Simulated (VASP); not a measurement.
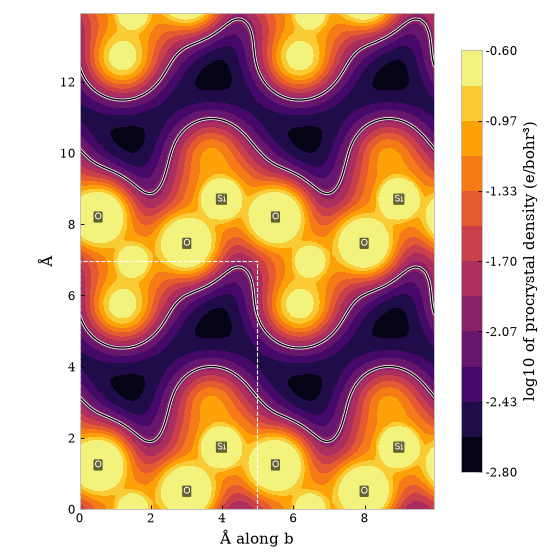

Procrystal electron density of SiO₂ in space group P4_12_12, computed on the section x = 0.222 (parallel to b and c; the dashed line is one cell). It is the sum of the densities of spherically averaged neutral Hartree-Fock atoms, not a self-consistent density. The black line is the 0.01 e/bohr³ contour that bounds the voids. The usual level for crystal voids is 0.002 e/bohr³; this crystal has almost no region below it, so a higher level is used, which marks the interstitial space of lowest density.

The cell is taken from an entry of the Crystallography Open Database, as set up for an electronic-structure calculation.

```cif
data_structure
_symmetry_space_group_name_H-M 'P4_12_12'
_symmetry_Int_Tables_number 92
_cell_length_a 4.9820
_cell_length_b 4.9820
_cell_length_c 6.9630
_cell_angle_alpha 90.000
_cell_angle_beta 90.000
_cell_angle_gamma 90.000
_cell_volume 172.82
loop_
_atom_site_label
_atom_site_type_symbol
_atom_site_symmetry_multiplicity
_atom_site_Wyckoff_symbol
_atom_site_fract_x
_atom_site_fract_y
_atom_site_fract_z
_atom_site_occupancy
Si1 Si 4 a 0.79897 0.20103 0.75000 1
O1 O 8 b 0.10347 0.23989 0.82187 1
```

What share of the cell is void by this measure?

The voids take about 37 % of the cell (64 Å³ of 172.8 Å³) and are bounded by about 100 Å² of surface per cell.

Are the voids connected in the whole crystal?

Where they connect, they form a three-dimensional network.

How low does the density fall, and where?

To about 0.002 e/bohr³ near 0.22, 0.75, 0.75 (fractional), 2.4 Å from the nearest nucleus.

At what density do the voids first join through the crystal?

At about 0.0032 e/bohr³, as a three-dimensional network.
